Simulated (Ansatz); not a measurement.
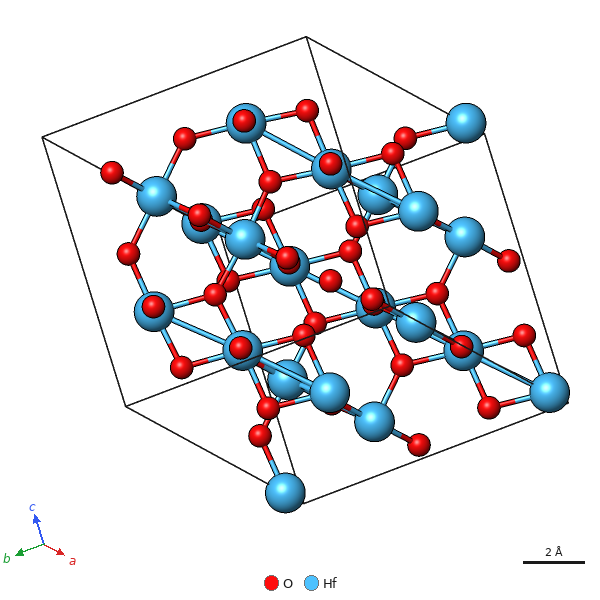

A ball-and-stick picture of a crystal structure, seen from a general direction. The supercell is outlined; an atom on or near a face, edge or corner is repeated at each equivalent position. The host is HfO$_{2}$, in a cell of 48 sites, and the cell is neutral.

**Name the defect and give its surroundings.**

Oxygen on a hafnium site (an antisite). It is bonded to no bonds drawn. Not all metal-metal contacts are counted.

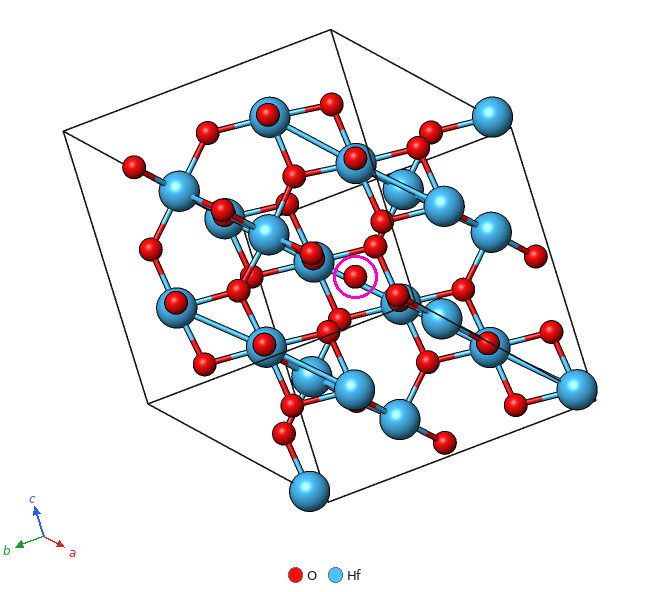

The same cell with a ring at the defect's site.

The atoms were relaxed in the host's cell with DFT PBEsol, scalar-relativistic, plane waves, PAW (Ansatz).
